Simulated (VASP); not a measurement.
Geometry relaxation of Si (part 1 of 2)

- system: Si (2 atoms in the cell)
- method: Kohn-Sham DFT of a periodic cell, PBE, VASP PAW PBE potentials, recommended, no spin polarisation (VASP 6.6.1)

The structure derives from an entry of the Crystallography Open Database.

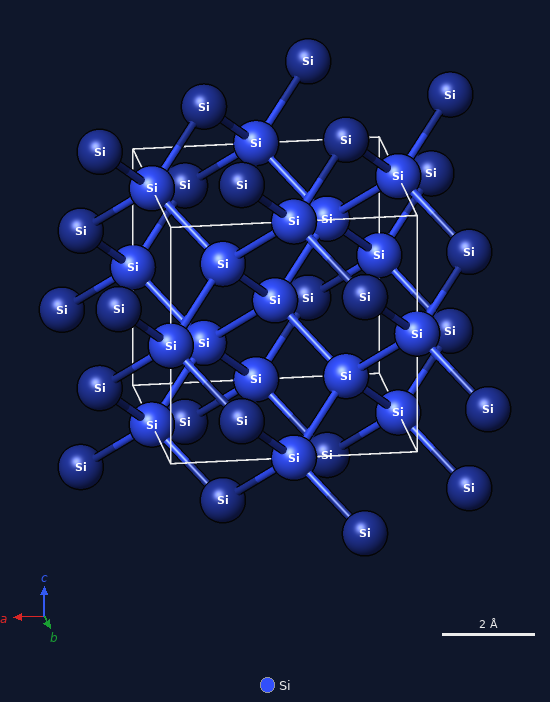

**Figure 1.** The starting structure (ball-and-stick view of the cell 4 times as large as that of the calculation, set on its symmetry axes, seen at an oblique angle; neighbours outside the cell are drawn fainter). An atom can appear more than once, as a periodic image. Near neighbours in the periodic cell (some may lie outside the picture): Si has 4 Si at 2.35 Å.

### Summary

- outcome: converged
- space group (tolerance 0.01 Å): Fd-3m (227)
- electrons treated: 8
- free energy: −10.8273 eV
- gap on the k-point mesh: 0.62 eV
- pressure: 0.00 GPa
- final volume: 40.80 Å³
- largest force (length of the vector) at the end: under 0.001 eV/Å
- final cell: a = 3.864 Å, b = 3.864 Å, c = 3.864 Å, α = 60.00°, β = 60.00°, γ = 60.00°
- hardware: 1 thread of Intel Xeon (Granite Rapids), 128 GiB of memory available, shared host
- wall time: 7.2 s (CPU time 4.7 s; the host was busy)
- peak memory: 0.11 GiB

### INCAR
```
SYSTEM = Si
  PREC = Accurate
  ENCUT = 250
  EDIFF = 1E-7
  ISMEAR = 0
  SIGMA = 0.02
  LREAL = .False.
  LASPH = .True.
  NELM = 100
  ALGO = Normal
  ISIF = 3
  LWAVE = .False.
  LCHARG = .False.
  GGA = PE
  IBRION = 2
  NSW = 80
  EDIFFG = -0.002
```

### KPOINTS
```
regular mesh
0
Gamma
  10 10 10
  0 0 0
```

### POSCAR
```
Si
1.0
    0.0000000000      2.7135600000      2.7135600000
    2.7135600000      0.0000000000      2.7135600000
    2.7135600000      2.7135600000      0.0000000000
Si
2
Direct
    0.7500000000      0.7500000000      0.7500000000
    0.5000000000      0.5000000000      0.5000000000
```

Launch command:
```bash
cat potpaw_PBE.64/Si/POTCAR > POTCAR
mpirun -np 1 vasp_std > vasp.out
```

### OSZICAR
```
N       E                     dE             d eps       ncg     rms          rms(c)
DAV:   1     0.189635870054E+01    0.18964E+01   -0.23660E+03   752   0.455E+02
DAV:   2    -0.108730442101E+02   -0.12769E+02   -0.12275E+02  1168   0.652E+01
DAV:   3    -0.110020912701E+02   -0.12905E+00   -0.12905E+00   952   0.840E+00
DAV:   4    -0.110025395218E+02   -0.44825E-03   -0.44825E-03  1184   0.536E-01
DAV:   5    -0.110025398848E+02   -0.36305E-06   -0.36304E-06   992   0.108E-02    0.534E+00
DAV:   6    -0.108775789763E+02    0.12496E+00   -0.82193E-02   872   0.149E+00    0.328E+00
DAV:   7    -0.108210643540E+02    0.56515E-01   -0.15602E-01   952   0.219E+00    0.196E-01
DAV:   8    -0.108220504559E+02   -0.98610E-03   -0.37538E-03   840   0.448E-01    0.717E-02
DAV:   9    -0.108222448390E+02   -0.19438E-03   -0.18684E-04  1088   0.105E-01    0.574E-02
DAV:  10    -0.108222694215E+02   -0.24582E-04   -0.28273E-05   912   0.395E-02    0.942E-03
DAV:  11    -0.108222691268E+02    0.29468E-06   -0.56457E-07  1160   0.505E-03    0.226E-03
DAV:  12    -0.108222694510E+02   -0.32413E-06   -0.52304E-07   864   0.573E-03    0.104E-03
DAV:  13    -0.108222694628E+02   -0.11865E-07   -0.15937E-09   560   0.359E-04
   1 F= -.10822269E+02 E0= -.10822269E+02  d E =-.108223E+02
       N       E                     dE             d eps       ncg     rms          rms(c)
DAV:   1    -0.108317854342E+02   -0.95160E-02   -0.26165E-01   928   0.284E+00    0.464E-01
DAV:   2    -0.108273146920E+02    0.44707E-02   -0.36072E-03   936   0.384E-01    0.272E-01
DAV:   3    -0.108250187826E+02    0.22959E-02   -0.47652E-03   840   0.348E-01    0.100E-01
DAV:   4    -0.108250199022E+02   -0.11196E-05   -0.43511E-05  1032   0.576E-02    0.931E-02
DAV:   5    -0.108250078244E+02    0.12078E-04   -0.13105E-05   848   0.259E-02    0.297E-02
DAV:   6    -0.108250080619E+02   -0.23746E-06   -0.16115E-07  1056   0.340E-03    0.157E-02
DAV:   7    -0.108250080722E+02   -0.10301E-07   -0.25409E-07   864   0.453E-03
   2 F= -.10825008E+02 E0= -.10825008E+02  d E =-.273861E-02
       N       E                     dE             d eps       ncg     rms          rms(c)
DAV:   1    -0.108283893994E+02   -0.33813E-02   -0.44017E-02   920   0.117E+00    0.194E-01
DAV:   2    -0.108276591648E+02    0.73023E-03   -0.59806E-04   928   0.156E-01    0.113E-01
DAV:   3    -0.108272792778E+02    0.37989E-03   -0.78971E-04   856   0.142E-01    0.418E-02
DAV:   4    -0.108272802650E+02   -0.98726E-06   -0.71550E-06  1056   0.234E-02    0.394E-02
DAV:   5    -0.108272824279E+02   -0.21629E-05   -0.21599E-06   872   0.107E-02    0.149E-02
DAV:   6    -0.108272824288E+02   -0.93235E-09   -0.24091E-08   744   0.145E-03
   3 F= -.10827282E+02 E0= -.10827282E+02  d E =-.501297E-02
```

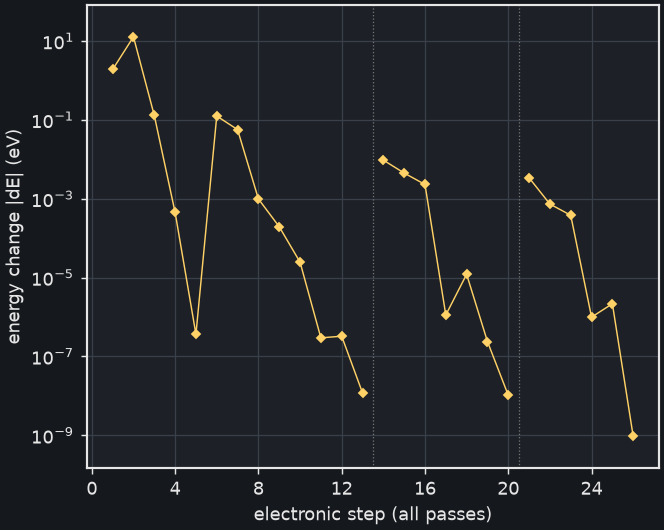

**Figure 2.** Convergence of the self-consistent field: energy change |dE| against the electronic step. Each stretch between dotted lines is the SCF of one geometry step of a relaxation. The 3 ionic steps take 6 to 13 electronic steps each. The density is held fixed in the first few steps, and dE rises again when its update begins.

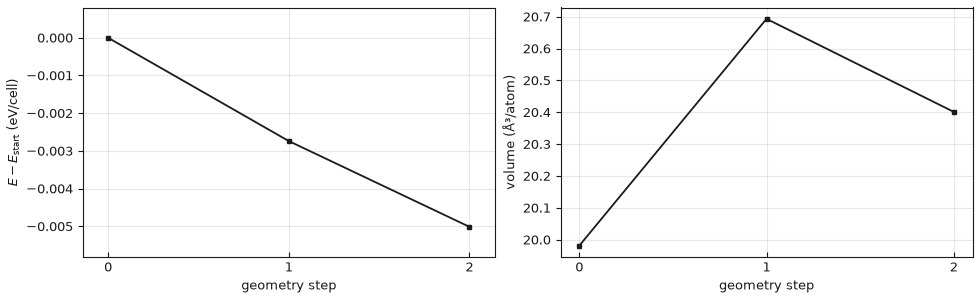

**Figure 3.** Progress of the relaxation, step by step (steps are counted from 0).

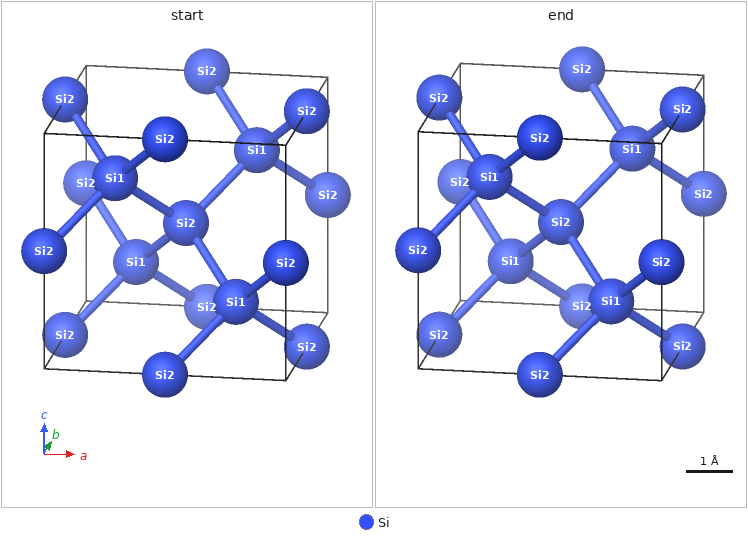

**Figure 4.** Before (left) and after (right) the relaxation, at one scale (ball-and-stick view of the cell 4 times as large as that of the calculation, set on its symmetry axes, seen at an oblique angle). After 2 geometry steps the energy has fallen by 5.0 meV per cell of the calculation. All forces vanish by symmetry, so only the cell relaxes. No atom moves by more than 0.005 Å relative to the cell. Cell: a = b = c 5.427 → 5.465 Å (+0.7 %). Volume +2.1 %. Among the contacts that change: Si1–Si2 2.350 → 2.366 Å. The space group stays Fd-3m (No. 227). (Atoms are counted from 1 in the order of the input.)

### Parts of OUTCAR
```
SYSTEM = Si
   PREC = Accurate
   ENCUT = 250
   EDIFF = 1E-7
   ISMEAR = 0
   LREAL = .False.
   LASPH = .True.
   NELM = 100
   ISIF = 3
   GGA = PE
   IBRION = 2
   NSW = 80
   EDIFFG = -0.002

 ion  position               nearest neighbor table
   1  0.750  0.750  0.750-   2 2.35   2 2.35   2 2.35   2 2.35
   2  0.500  0.500  0.500-   1 2.35   1 2.35   1 2.35   1 2.35

  LATTYP: Found a face centered cubic cell.
 ALAT       =     5.4271200000

  Lattice vectors:

 A1 = (   0.0000000000,   2.7135600000,   2.7135600000)
 A2 = (   2.7135600000,   0.0000000000,   2.7135600000)
 A3 = (   2.7135600000,   2.7135600000,   0.0000000000)

Analysis of symmetry for initial positions (statically):
=====================================================================
 Subroutine PRICEL returns:
 Original cell was already a primitive cell.

 Routine SETGRP: Setting up the symmetry group for a
 face centered cubic supercell.

 Subroutine GETGRP returns: Found 48 space group operations
 (whereof 24 operations were pure point group operations)
 out of a pool of 48 trial point group operations.

The static configuration has the point symmetry T_d .
 The point group associated with its full space group is O_h .

Analysis of symmetry for dynamics (positions and initial velocities):
=====================================================================
 Subroutine PRICEL returns:
 Original cell was already a primitive cell.

 Routine SETGRP: Setting up the symmetry group for a
 face centered cubic supercell.

 Subroutine GETGRP returns: Found 48 space group operations
 (whereof 24 operations were pure point group operations)
 out of a pool of 48 trial point group operations.

The dynamic configuration has the point symmetry T_d .
 The point group associated with its full space group is O_h .

 Subroutine INISYM returns: Found 48 space group operations
 (whereof 24 operations are pure point group operations),
 and found     1 'primitive' translations

----------------------------------------------------------------------------------------

                                     Primitive cell

  volume of cell :      39.9621

  direct lattice vectors                    reciprocal lattice vectors
     0.000000000  2.713560000  2.713560000    -0.184259792  0.184259792  0.184259792
     2.713560000  0.000000000  2.713560000     0.184259792 -0.184259792  0.184259792
     2.713560000  2.713560000  0.000000000     0.184259792  0.184259792 -0.184259792

  length of vectors
     3.837553354  3.837553354  3.837553354     0.319147321  0.319147321  0.319147321

  position of ions in fractional coordinates (direct lattice)
     0.750000000  0.750000000  0.750000000
     0.500000000  0.500000000  0.500000000

  ion indices of the primitive-cell ions
   primitive index   ion index
                 1           1
                 2           2

----------------------------------------------------------------------------------------

 KPOINTS: regular mesh

Automatic generation of k-mesh.
 Grid dimensions read from file:
 generate k-points for:   10   10   10

 Generating k-lattice:

  Cartesian coordinates                     Fractional coordinates (reciprocal lattice)
    -0.018425979  0.018425979  0.018425979     0.100000000  0.000000000  0.000000000
     0.018425979 -0.018425979  0.018425979     0.000000000  0.100000000  0.000000000
     0.018425979  0.018425979 -0.018425979     0.000000000  0.000000000  0.100000000

  Length of vectors
     0.031914732  0.031914732  0.031914732

  Shift w.r.t. Gamma in fractional coordinates (k-lattice)
     0.000000000  0.000000000  0.000000000

 Subroutine IBZKPT returns following result:
 ===========================================

 Found     47 irreducible k-points:

 Following reciprocal coordinates:
            Coordinates               Weight
  0.000000  0.000000  0.000000      1.000000
  0.100000  0.000000  0.000000      8.000000
  0.200000  0.000000  0.000000      8.000000
  0.300000  0.000000  0.000000      8.000000
  0.400000  0.000000  0.000000      8.000000
  0.500000  0.000000  0.000000      4.000000
  0.100000  0.100000  0.000000      6.000000
  0.200000  0.100000  0.000000     24.000000
  0.300000  0.100000  0.000000     24.000000
  0.400000  0.100000  0.000000     24.000000
  0.500000  0.100000  0.000000     24.000000
 -0.400000  0.100000  0.000000     24.000000
 -0.300000  0.100000  0.000000     24.000000
 -0.200000  0.100000  0.000000     24.000000
 -0.100000  0.100000  0.000000     12.000000
  0.200000  0.200000  0.000000      6.000000
  0.300000  0.200000  0.000000     24.000000
  0.400000  0.200000  0.000000     24.000000
  0.500000  0.200000  0.000000     24.000000
 -0.400000  0.200000  0.000000     24.000000
 -0.300000  0.200000  0.000000     24.000000
 -0.200000  0.200000  0.000000     12.000000
  0.300000  0.300000  0.000000      6.000000
  0.400000  0.300000  0.000000     24.000000
 [... further k-points ...]
```
